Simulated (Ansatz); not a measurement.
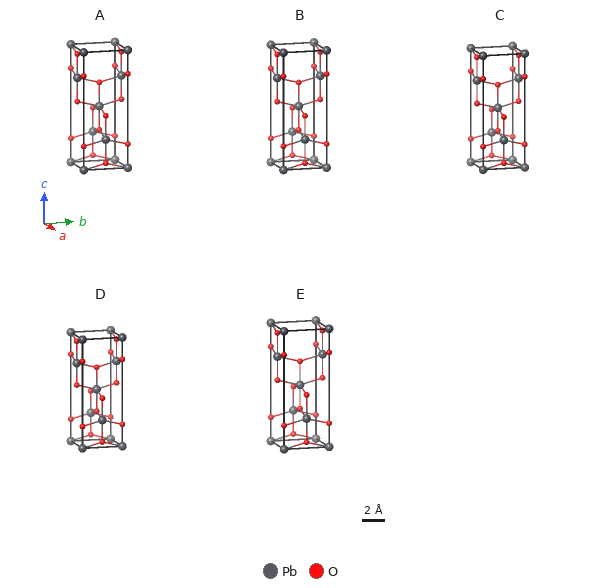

5 geometries from one relaxation of solid PbO2 (a generated structure, set up in I4_1/amd) (coarse preliminary run), in shuffled order. Style: ball-and-stick. Shown: the conventional cell (2 times the calculation's cell), slightly off an axis. Lengths and directions refer to the drawn axes.

Case: Zr → Pb on all its sites, cell and atoms relaxed.

These are results of DFT PBE, scalar-relativistic, plane waves, PAW in Ansatz 0.2.0, not measurements. (plane-wave cutoff 420 eV; k-point mesh 8 × 8 × 8; occupations gaussian; smearing width 0.1 eV; no spin polarisation; cell and atoms relaxed; force threshold 0.05 eV/Å; at most 60 steps)

> Put them in the order of the run, from the start to the converged end.

D, C, B, A, E. They are steps 0, 1, 2, 4, 9, at +839 meV per atom, +248 meV per atom, +97.5 meV per atom, +79.3 meV per atom relative to the last. After 7 accepted moves (9 points after the start) the energy has fallen by 839 meV per atom. The largest force component goes from 1.3 to 0.00057 eV/Å. Pressure: 79.74 GPa at the start and 0.07 GPa at the end. At 2 points the geometry stayed and the basis and grid were re-selected for the new cell (energy shift of 65.9 meV per atom at most each time). The largest moves relative to the cell, 0.007 Å, are those of O atoms. Pb stays in place. The volume changes by +39.3 %, with a = b 3.784 → 4.286 Å (+13.3 %), c 10.102 → 10.969 Å (+8.6 %). Near-neighbour distances that change, for instance: O–Pb 1.955 → 2.211 Å, O–Pb 2.032 → 2.200 Å. The space group stays I4_1/amd (No. 141).
